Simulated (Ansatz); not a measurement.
## Ta$_{4}$N$_{3}$: geometry relaxation (part 2 of 2)

Continued. System: Ta$_{4}$N$_{3}$ (slab, 7 atoms in the cell). Method: DFT r2SCAN, scalar-relativistic, plane waves, PAW, no spin polarisation (Ansatz 0.2.0); cutoff 500 eV, 9×9×1 k-mesh, Gaussian smearing of 0.1 eV. The structure derives from an entry of the Crystallography Open Database. The input holds or restrains some coordinates. Forces given for the steps count only the free coordinates. It belongs to a series of runs on one base structure; here: clean slab, lower half held.

Geometry of the input (Å; fractional positions):
```
3.1088  0.0000  0.0000
-1.5544  2.6923  0.0000
0.0000  0.0000  24.6150
Ta 0.3333  0.6667  0.3453
N  0.6667  0.3333  0.3969
Ta 0.0000  0.0000  0.4484
N  0.3333  0.6667  0.5000
Ta 0.6667  0.3333  0.5516
N  0.0000  0.0000  0.6031
Ta 0.3333  0.6667  0.6547
```

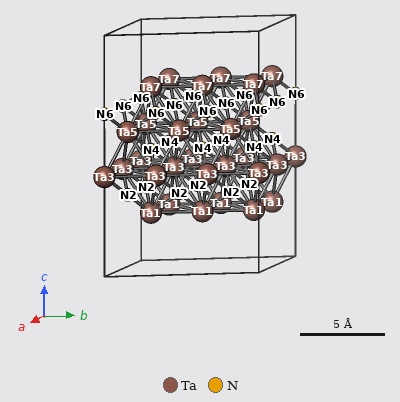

*The geometry at step 2 of the log (ball-and-stick view of the 2 × 3 repeat of the cell, with the vacuum cut short, seen slightly off an axis; atoms are numbered from 1 in the order of the input).*

**What the program printed, continued**
```
SCF iter   1: F=—  HF=-40934.696998 eV  |F-HF|=—  |Δ(HF+E_count)|=         —  Δρ=1.13e-3  dr2=6.69e-3  dr2_τ=2.89e-2  ethr=1.50e-4  p=-0.000 e·Å  D=-7.16e-5 V/Å  ΔV_dip=0.00 eV  dr2_dipole=7.07e-4  V_vac-E_F(+/−)=5.06/5.05 eV  ⟨swp⟩=2.0  Hψ=910  notcnv=0  defer=14
efield: sawtooth ramp at fractional position 0.9800 (handed on by an earlier solve), width 0.0400; the density the first Hamiltonian is built on has a dipole p = -0.000 e·Å; the dipole correction subtracts the counter field D = -7.16e-5 V/Å, which shifts the + side's vacuum level by +0.00 eV against the − side's; the planar-averaged density in the ramp window peaks in size at 2.0e-6 e/Å³
preconditioner: auto → LDOS  [metal: Δε(μ)=0.038 eV  Ē_g=9.017 eV  σ=0.100 eV  W_gap=0.21  n_scr=16 (ndim 8)  ℏωp=15.3 eV  f_vac=0.525  D(μ)=5.15/eV (n_scr^D=16)  β→1.0]
SCF iter   2: F=—  HF=-40934.705377 eV  |F-HF|=—  |Δ(HF+E_count)|=   8.38e-3  Δρ=7.07e-4  dr2=1.59e-3  dr2_τ=8.92e-5  ethr=9.98e-6  p=0.000 e·Å  D=1.82e-4 V/Å  ΔV_dip=-0.00 eV  dr2_dipole=1.58e-4  V_vac-E_F(+/−)=5.04/5.05 eV  ⟨swp⟩=3.0  Hψ=993  notcnv=0  defer=13
SCF iter   3: F=—  HF=-40934.705186 eV  |F-HF|=—  |Δ(HF+E_count)|=   1.91e-4  Δρ=1.98e-4  dr2=2.84e-4  dr2_τ=1.70e-5  ethr=2.37e-6  p=-0.000 e·Å  D=-2.90e-4 V/Å  ΔV_dip=0.01 eV  dr2_dipole=4.37e-5  V_vac-E_F(+/−)=5.06/5.05 eV  ⟨swp⟩=2.3  Hψ=855  notcnv=0  defer=13
SCF iter   4: F=—  HF=-40934.705163 eV  |F-HF|=—  |Δ(HF+E_count)|=   2.34e-5  Δρ=4.74e-5  dr2=3.48e-5  dr2_τ=4.06e-7  ethr=4.24e-7  p=-0.000 e·Å  D=-3.54e-4 V/Å  ΔV_dip=0.01 eV  dr2_dipole=1.07e-5  V_vac-E_F(+/−)=5.06/5.05 eV  ⟨swp⟩=2.8  Hψ=906  notcnv=0  defer=13
SCF iter   5: F=—  HF=-40934.705018 eV  |F-HF|=—  |Δ(HF+E_count)|=   1.45e-4  Δρ=1.87e-5  dr2=1.65e-6  dr2_τ=5.38e-8  ethr=5.19e-8  p=-0.000 e·Å  D=-4.14e-4 V/Å  ΔV_dip=0.01 eV  dr2_dipole=2.27e-7  V_vac-E_F(+/−)=5.06/5.05 eV  ⟨swp⟩=2.0  Hψ=687  notcnv=0  defer=13
SCF iter   6: F=—  HF=-40934.705018 eV  |F-HF|=—  |Δ(HF+E_count)|=   9.26e-8  Δρ=4.65e-6  dr2=1.23e-7  dr2_τ=7.66e-9  ethr=2.46e-9  p=-0.000 e·Å  D=-4.28e-4 V/Å  ΔV_dip=0.01 eV  dr2_dipole=2.22e-8  V_vac-E_F(+/−)=5.06/5.05 eV  ⟨swp⟩=2.9  Hψ=954  notcnv=0  defer=13
SCF iter   7: F=-40934.705018 eV  HF=-40934.705018 eV  |F-HF|=1.42e-8  |Δ(HF+E_count)|=   2.25e-8  Δρ=1.45e-6  dr2=1.45e-8  dr2_τ=7.82e-10  ethr=1.49e-10  p=-0.000 e·Å  D=-4.32e-4 V/Å  ΔV_dip=0.01 eV  dr2_dipole=7.15e-9  V_vac-E_F(+/−)=5.06/5.05 eV  ⟨swp⟩=20.1  Hψ=4802  notcnv=0
SCF 3 converged in 7 iterations: F = -40934.705018 eV  dr2 = 1.45e-8
relax step   3: F+E_penalty+E_count = -40934.70501797 eV  Δ(F+E_penalty+E_count) = -2.546e-3 eV  max|allowed force component| = 9.347e-2 eV/Å  Δτ_max = 0.0164 Å  (7 SCF iters, accepted)
SCF iter   1: F=—  HF=-40934.695548 eV  |F-HF|=—  |Δ(HF+E_count)|=         —  Δρ=1.01e-3  dr2=7.22e-3  dr2_τ=3.23e-2  ethr=9.29e-5  p=-0.000 e·Å  D=-4.32e-4 V/Å  ΔV_dip=0.01 eV  dr2_dipole=1.20e-3  V_vac-E_F(+/−)=5.06/5.05 eV  ⟨swp⟩=2.0  Hψ=931  notcnv=0  defer=12
efield: sawtooth ramp at fractional position 0.9800 (handed on by an earlier solve), width 0.0400; the density the first Hamiltonian is built on has a dipole p = -0.000 e·Å; the dipole correction subtracts the counter field D = -4.32e-4 V/Å, which shifts the + side's vacuum level by +0.01 eV against the − side's; the planar-averaged density in the ramp window peaks in size at 1.6e-6 e/Å³
preconditioner: auto → LDOS  [metal: Δε(μ)=0.046 eV  Ē_g=9.019 eV  σ=0.100 eV  W_gap=0.25  n_scr=16 (ndim 8)  ℏωp=15.3 eV  f_vac=0.525  D(μ)=5.10/eV (n_scr^D=16)  β→1.0]
SCF iter   2: F=—  HF=-40934.706268 eV  |F-HF|=—  |Δ(HF+E_count)|=   1.07e-2  Δρ=6.71e-4  dr2=1.46e-3  dr2_τ=7.20e-5  ethr=1.08e-5  p=-0.000 e·Å  D=-2.68e-4 V/Å  ΔV_dip=0.01 eV  dr2_dipole=1.71e-4  V_vac-E_F(+/−)=5.05/5.04 eV  ⟨swp⟩=3.0  Hψ=984  notcnv=0  defer=11
SCF iter   3: F=—  HF=-40934.706120 eV  |F-HF|=—  |Δ(HF+E_count)|=   1.48e-4  Δρ=1.98e-4  dr2=3.41e-4  dr2_τ=1.93e-5  ethr=2.19e-6  p=-0.001 e·Å  D=-5.94e-4 V/Å  ΔV_dip=0.01 eV  dr2_dipole=7.10e-5  V_vac-E_F(+/−)=5.06/5.04 eV  ⟨swp⟩=2.6  Hψ=886  notcnv=0  defer=11
SCF iter   4: F=—  HF=-40934.705948 eV  |F-HF|=—  |Δ(HF+E_count)|=   1.72e-4  Δρ=6.44e-5  dr2=6.50e-5  dr2_τ=2.40e-7  ethr=5.08e-7  p=-0.001 e·Å  D=-6.15e-4 V/Å  ΔV_dip=0.02 eV  dr2_dipole=1.80e-5  V_vac-E_F(+/−)=5.06/5.04 eV  ⟨swp⟩=2.1  Hψ=660  notcnv=0  defer=11
SCF iter   5: F=—  HF=-40934.705948 eV  |F-HF|=—  |Δ(HF+E_count)|=   3.28e-7  Δρ=2.36e-5  dr2=2.16e-6  dr2_τ=9.68e-8  ethr=9.70e-8  p=-0.001 e·Å  D=-6.45e-4 V/Å  ΔV_dip=0.02 eV  dr2_dipole=4.68e-7  V_vac-E_F(+/−)=5.06/5.04 eV  ⟨swp⟩=1.9  Hψ=693  notcnv=0  defer=11
SCF iter   6: F=-40934.705948 eV  HF=-40934.705948 eV  |F-HF|=3.16e-7  |Δ(HF+E_count)|=   7.99e-8  Δρ=7.51e-6  dr2=3.66e-7  dr2_τ=2.37e-8  ethr=1.80e-9  p=-0.001 e·Å  D=-6.57e-4 V/Å  ΔV_dip=0.02 eV  dr2_dipole=5.12e-8  V_vac-E_F(+/−)=5.06/5.04 eV  ⟨swp⟩=22.2  Hψ=5478  notcnv=0
SCF 4 converged in 6 iterations: F = -40934.705948 eV  dr2 = 3.66e-7
relax step   4: F+E_penalty+E_count = -40934.70594817 eV  Δ(F+E_penalty+E_count) = -9.302e-4 eV  max|allowed force component| = 2.905e-2 eV/Å  Δτ_max = 0.0192 Å  (6 SCF iters, dr2 threshold 1.21e-6 eV, accepted)
iter 1 solved again at ethr=5.49e-10 eV; its pass at ethr=3.10e-3 eV (dr2=3.68e-7 eV) is discarded
SCF iter   1: F=—  HF=-40934.705948 eV  |F-HF|=—  |Δ(HF+E_count)|=         —  Δρ=7.51e-6  dr2=3.67e-7  dr2_τ=2.36e-8  ethr=5.49e-10  p=-0.001 e·Å  D=-6.57e-4 V/Å  ΔV_dip=0.02 eV  dr2_dipole=5.13e-8  V_vac-E_F(+/−)=5.06/5.04 eV  ⟨swp⟩=1.0  Hψ=1272  notcnv=0
efield: sawtooth ramp at fractional position 0.9800 (handed on by an earlier solve), width 0.0400; the density the first Hamiltonian is built on has a dipole p = -0.001 e·Å; the dipole correction subtracts the counter field D = -6.57e-4 V/Å, which shifts the + side's vacuum level by +0.02 eV against the − side's; the planar-averaged density in the ramp window peaks in size at 1.6e-6 e/Å³
preconditioner: auto → LDOS  [metal: Δε(μ)=0.050 eV  Ē_g=9.018 eV  σ=0.100 eV  W_gap=0.27  n_scr=16 (ndim 8)  ℏωp=15.3 eV  f_vac=0.525  D(μ)=5.12/eV (n_scr^D=16)  β→1.0]
SCF iter   2: F=-40934.705948 eV  HF=-40934.705948 eV  |F-HF|=8.15e-8  |Δ(HF+E_count)|=   6.42e-9  Δρ=4.55e-6  dr2=8.87e-8  dr2_τ=6.78e-9  ethr=1.49e-10  p=-0.001 e·Å  D=-6.53e-4 V/Å  ΔV_dip=0.02 eV  dr2_dipole=2.45e-8  V_vac-E_F(+/−)=5.06/5.04 eV  ⟨swp⟩=11.4  Hψ=4555  notcnv=0
SCF 5 converged in 2 iterations: F = -40934.705948 eV  dr2 = 8.87e-8
relax step   5: F+E_penalty+E_count = -40934.70594841 eV  Δ(F+E_penalty+E_count) = -2.413e-7 eV  max|allowed force component| = 2.916e-2 eV/Å  Δτ_max = 0.0000 Å  (2 SCF iters, accepted)
iter 1 solved again at ethr=1.32e-10 eV; its pass at ethr=3.10e-3 eV (dr2=8.86e-8 eV) is discarded
SCF iter   1: F=—  HF=-40934.705948 eV  |F-HF|=—  |Δ(HF+E_count)|=         —  Δρ=4.55e-6  dr2=8.87e-8  dr2_τ=6.78e-9  ethr=1.32e-10  p=-0.001 e·Å  D=-6.53e-4 V/Å  ΔV_dip=0.02 eV  dr2_dipole=2.45e-8  V_vac-E_F(+/−)=5.06/5.04 eV  ⟨swp⟩=1.0  Hψ=1903  notcnv=0
efield: sawtooth ramp at fractional position 0.9800 (kept from the solve that this one continues, or follows in the run), width 0.0400; the density the first Hamiltonian is built on has a dipole p = -0.001 e·Å; the dipole correction subtracts the counter field D = -6.53e-4 V/Å, which shifts the + side's vacuum level by +0.02 eV against the − side's; the planar-averaged density in the ramp window peaks in size at 1.6e-6 e/Å³
SCF iter   2: F=-40934.705948 eV  HF=-40934.705949 eV  |F-HF|=4.53e-8  |Δ(HF+E_count)|=   1.18e-8  Δρ=3.53e-6  dr2=5.82e-8  dr2_τ=3.81e-9  ethr=1.32e-10  p=-0.001 e·Å  D=-6.60e-4 V/Å  ΔV_dip=0.02 eV  dr2_dipole=9.53e-12  V_vac-E_F(+/−)=5.06/5.04 eV  ⟨swp⟩=15.0  Hψ=4682  notcnv=0
SCF 6 converged in 2 iterations: F = -40934.705948 eV  dr2 = 5.82e-8
WARN: The output density's exchange-correlation potential varies sharply where the density is thin. Do not read a vacuum level from v_tot or v_xc, or from such a field of the output density. On a cell that repeats whose density bears no net charge and no dipole along the vacuum's axis use v_es (v_loc + v_h of the components); under efield.dipole_correction with no amplitude use v_es + v_field, which holds any external_charges[].barrier, or the levels of the report's work_function block, which leave it out; under a non-zero efield.amplitude the vacuum is tilted and has no level; on a cell that repeats and bears such a dipole with no correction it is tilted too, and efield.dipole_correction with no amplitude gives each side of its ramp a level where efield: is served; in a cell that repeats whose density bears a net charge (total_charge, or a fill off its count) it is curved and has none; of a slab under crystal.periodic whose density bears no net charge use v_es, which has a level on each side, short of where the two are joined; of another it falls or rises all the way out and has none; of a slab beside external_charges read slab_vacuum_level instead, which it has where they leave it neutral. The grid or the basis barely resolves most such structure, and the values can differ between equally converged runs; as a rule a tighter scf.convergence.dr2_threshold does not remove it. Where the density itself ripples (under the LDA too) a higher basis.ecutwfc lessens it. The files hold the spikes' plane waves up to the density's cutoff. Files: v_tot_of_output_density and the like, and their columns of v_z.tsv (output.write_potential); v_xc_of_output_density and the like, and their columns of v_comp_z.tsv (output.write_potential_components). Measured: with its Gaussian average of σ = 0.25 Å subtracted twice, the exchange-correlation potential is over 0.1 eV at 1118 of the grid points where the equally averaged density (valence and model cores) is under 1e-3 e/Å³, and 0.575 eV at the most among them, at an averaged density of 6.1e-9 e/Å³. The input density's (outcome.potential() and, of a run that writes arrays, v_tot and v_xc) is over 0.1 eV, so measured, at 164 points of its own thin density, 0.449 eV at the most. See output.write_potential in the manual, Limitations
SCF converged after 2 iterations
Free energy (F): -40934.705948 eV
Harris-Foulkes:  -40934.705949 eV  (|F-HF|=4.53e-8)
Internal energy: -40934.680360 eV  (E = F + TS)
E sigma→0 (E₀):  -40934.693154 eV
Entropy (-TS):   -0.025588 eV (-3.655 meV/atom)
Fermi energy:    5.401910 eV
Dipole field:    D = -0.000664 V/Å  (p = -0.000756 e·Å, saw-weighted, corrected)
Work function:   Φ+ = 5.0595 eV   Φ− = 5.0432 eV
Levels:          The Fermi level and band energies are counted from a zero that moves with the ramp; work functions are not
--- Per-component energies (eV) ---
  E_band       = -1347.672582
  E_kinetic    = 1865.173154
  E_local      = -78463.627882  (includes V_loc(G=0)·N_el)
  E_nonlocal   = 191.183126
  E_hartree    = 38341.037949
  E_xc         = -996.753379
  E_vxc        = -1141.113537  (∫ρ·V_xc dr)
  E_paw        = -34078.120771  (= ΣΔE_a)
  E_vpaw       = -540.197602  (= ΣTr[D̂ρ^β])
  E_aug_tail   = 0.000326  (compensation charges beyond the density's cutoff)
  E_vtau       = 58.864362  (kinetic-family band-sum trace: ∫τ·v_τ [+ j·A + Jᵃ·Aᵃ] dr)
  E_efield     = 0.000000  (sawtooth field / dipole correction)
  E_vefield    = -0.000036  (∫n·V_field dr)
  E_ewald      = 32209.540931
  E_core_change = -3.113815  (= ΣΔE_core)
  E_smearing   = -0.025588  (= −TS)
  E_closure    = 0.000000  (closes the sum)
  Σ components = -40934.705948   (vs F -40934.705948, Δ=0.00e0)
--- Forces (eV/Å), atoms counted from 1 ---
  atom   1  Ta     0.00000000    -0.00000000     0.46073622
  atom   2  N     -0.00000000     0.00000000    -0.26272969
  atom   3  Ta    -0.00000000     0.00000000    -0.19957788
  atom   4  N     -0.00000000     0.00000000    -0.01595668
  atom   5  Ta     0.00000000    -0.00000000     0.02921255
  atom   6  N      0.00000000    -0.00000000    -0.02356365
  atom   7  Ta     0.00000000     0.00000000     0.01203434
  max |Σ_I F_I| component: 1.55e-4 eV/Å
--- Band table (eV; the first three rows and the last of 12) ---
  k-point 0: bands = ["-66.0563", "-66.0266", "-65.1974", "-65.1811", "-32.3560", "-31.9757", "-31.7174", "-31.7174", "-31.6804", "-31.6804", "-31.2457", "-31.1969", "-30.6653", "-30.6653", "-30.6453", "-30.6453", "-14.0955", "-13.0173", "-11.9754", "-4.6623", "-2.9608", "-2.1132", "-2.1132", "-1.0366", "-1.0366", "-0.6501", "0.4794", "0.4794", "2.9638", "3.8076", "3.8076", "3.9136", "4.2156", "4.6451", "5.1111", "5.1111", "5.6155", "6.0546", "6.0546", "6.8134", "6.9649"]
  k-point 1: bands = ["-66.0509", "-66.0225", "-65.1930", "-65.1767", "-32.3269", "-31.9806", "-31.7872", "-31.7610", "-31.7403", "-31.6925", "-31.2327", "-31.1905", "-30.7364", "-30.7149", "-30.6811", "-30.6609", "-13.8764", "-12.9168", "-12.0566", "-4.3605", "-3.0187", "-2.0090", "-1.9282", "-1.6897", "-1.0208", "-0.4233", "-0.2130", "0.2353", "2.9315", "3.2306", "3.7391", "4.1766", "4.4311", "4.6809", "5.1692", "5.3483", "5.9285", "6.3053", "6.4464", "6.6051", "6.9707"]
  k-point 2: bands = ["-66.0372", "-66.0124", "-65.1820", "-65.1654", "-32.2550", "-32.0720", "-31.9674", "-31.8621", "-31.7943", "-31.7267", "-31.2090", "-31.1756", "-30.9116", "-30.8869", "-30.7210", "-30.7002", "-13.3314", "-12.6974", "-12.2372", "-3.7406", "-2.9324", "-2.4419", "-1.9937", "-1.8461", "-1.3007", "-1.0412", "-0.4353", "-0.1156", "1.9897", "3.4574", "3.6458", "3.8730", "5.1228", "5.2696", "5.4239", "6.1119", "6.1798", "6.4175", "6.7322", "7.3440", "7.5127"]
  k-point 11: bands = ["-66.0021", "-65.9898", "-65.1553", "-65.1384", "-32.2443", "-32.2092", "-32.2079", "-32.0920", "-31.9128", "-31.9054", "-31.1643", "-31.1391", "-31.1051", "-31.0709", "-31.0336", "-31.0152", "-12.4180", "-12.3242", "-12.1330", "-3.3481", "-3.2594", "-2.6175", "-2.4734", "-1.7524", "-1.7106", "-1.6086", "-1.3705", "-1.2660", "4.0503", "4.2017", "4.4887", "4.5687", "5.0318", "5.8584", "5.9060", "6.4502", "7.2618", "7.3146", "7.6469", "8.2606", "8.4601"]
--- Relaxed structure (5 steps of the walk, 5 accepted, 0 SCFs on fresh bases) ---
  F+E_penalty+E_count = -40934.70594841 eV   max|allowed force component| = 2.916e-2 eV/Å
  atoms:
    - { symbol: Ta, position: [0.3333333333333333, 0.6666666666666666, 0.3453176446] }
    - { symbol: N, position: [0.6666666666666667, 0.33333333333333326, 0.39687842970000003] }
    - { symbol: Ta, position: [6.162975822039155e-33, -9.629485417792465e-17, 0.44843921490000005] }
    - { symbol: N, position: [0.3333333333333333, 0.6666666666666666, 0.5005321028256704] }
    - { symbol: Ta, position: [0.6666666666666667, 0.33333333333333326, 0.5527291139106503] }
    - { symbol: N, position: [3.8147079294652665e-19, -9.629485417792501e-17, 0.6037725050673449] }
    - { symbol: Ta, position: [0.3333333333333333, 0.6666666666666666, 0.6528850793743427] }
```

**Trajectory as extended XYZ (Å, eV, eV/Å), 5 frames, from step=1 to step=5**
```
7
Lattice="3.1088 0.0000 0.0000 -1.5544 2.6923 0.0000 0.0000 0.0000 24.6150" Properties=species:S:1:pos:R:3:forces:R:3 step=1 energy=-40934.69732
Ta    0.0000    1.7949    8.5000    0.0000   0.0000   0.2975
N     1.5544    0.8974    9.7692    0.0000   0.0000  -0.2355
Ta    0.0000    0.0000   11.0383    0.0000   0.0000  -0.0163
N     0.0000    1.7949   12.3075    0.0000   0.0000   0.0000
Ta    1.5544    0.8974   13.5767    0.0000   0.0000   0.0163
N     0.0000    0.0000   14.8458    0.0000   0.0000   0.2355
Ta    0.0000    1.7949   16.1150    0.0000   0.0000  -0.2975
7
Lattice="3.1088 0.0000 0.0000 -1.5544 2.6923 0.0000 0.0000 0.0000 24.6150" Properties=species:S:1:pos:R:3:forces:R:3 step=2 energy=-40934.70247
Ta    0.0000    1.7949    8.5000    0.0000   0.0000   0.3108
N     1.5544    0.8974    9.7692    0.0000   0.0000  -0.2450
Ta    0.0000    0.0000   11.0383    0.0000   0.0000  -0.1599
N     0.0000    1.7949   12.3041    0.0000   0.0000  -0.0062
Ta    1.5544    0.8974   13.5698    0.0000   0.0000   0.0894
N     0.0000    0.0000   14.8348    0.0000   0.0000   0.1107
Ta    0.0000    1.7949   16.0776    0.0000   0.0000  -0.0987
7
Lattice="3.1088 0.0000 0.0000 -1.5544 2.6923 0.0000 0.0000 0.0000 24.6150" Properties=species:S:1:pos:R:3:forces:R:3 step=3 energy=-40934.70502
Ta    0.0000    1.7949    8.5000    0.0000   0.0000   0.3866
N     1.5544    0.8974    9.7692    0.0000   0.0000  -0.2532
Ta    0.0000    0.0000   11.0383    0.0000   0.0000  -0.1926
N     0.0000    1.7949   12.3119    0.0000   0.0000  -0.0071
Ta    1.5544    0.8974   13.5862    0.0000   0.0000   0.0935
N     0.0000    0.0000   14.8510    0.0000   0.0000  -0.0079
Ta    0.0000    1.7949   16.0732    0.0000   0.0000  -0.0194
7
Lattice="3.1088 0.0000 0.0000 -1.5544 2.6923 0.0000 0.0000 0.0000 24.6150" Properties=species:S:1:pos:R:3:forces:R:3 step=4 energy=-40934.70595
Ta    0.0000    1.7949    8.5000    0.0000   0.0000   0.4608
N     1.5544    0.8974    9.7692    0.0000   0.0000  -0.2626
Ta    0.0000    0.0000   11.0383    0.0000   0.0000  -0.1995
N     0.0000    1.7949   12.3206    0.0000   0.0000  -0.0159
Ta    1.5544    0.8974   13.6054    0.0000   0.0000   0.0291
N     0.0000    0.0000   14.8619    0.0000   0.0000  -0.0235
Ta    0.0000    1.7949   16.0708    0.0000   0.0000   0.0121
7
Lattice="3.1088 0.0000 0.0000 -1.5544 2.6923 0.0000 0.0000 0.0000 24.6150" Properties=species:S:1:pos:R:3:forces:R:3 step=5 energy=-40934.70595
Ta    0.0000    1.7949    8.5000    0.0000   0.0000   0.4607
N     1.5544    0.8974    9.7692    0.0000   0.0000  -0.2627
Ta    0.0000    0.0000   11.0383    0.0000   0.0000  -0.1995
N     0.0000    1.7949   12.3206    0.0000   0.0000  -0.0160
Ta    1.5544    0.8974   13.6054    0.0000   0.0000   0.0292
N     0.0000    0.0000   14.8619    0.0000   0.0000  -0.0237
Ta    0.0000    1.7949   16.0708    0.0000   0.0000   0.0121
```

**Summary**

| quantity | value |
| --- | --- |
| outcome | converged under the restraints of the input |
| electrons treated | 67 |
| free energy | −40934.7059 eV |
| work function, top face | 5.06 eV |
| work function, bottom face | 5.04 eV |
| Fermi energy | 5.402 eV |
| gap on the k-point mesh | none (metallic) |
| final volume | 206.03 Å³ |
| work function (upper face) | 5.06 eV |
| largest force (length of the vector) at the end, held atoms and coordinates included | 0.461 eV/Å |
| hardware | 2 threads of AMD EPYC (Zen 3), 32 GiB of memory available, shared host |
| wall time | 59 s (CPU time 1.9 min) |
| peak memory | 0.95 GiB |

**Notes**

The program warns: the exchange-correlation potential is rough where the density is thin. Spin–orbit coupling is left out, which matters for Ta. The cell holds an odd number of electrons but the run has no spin polarisation, so a band is left half filled.
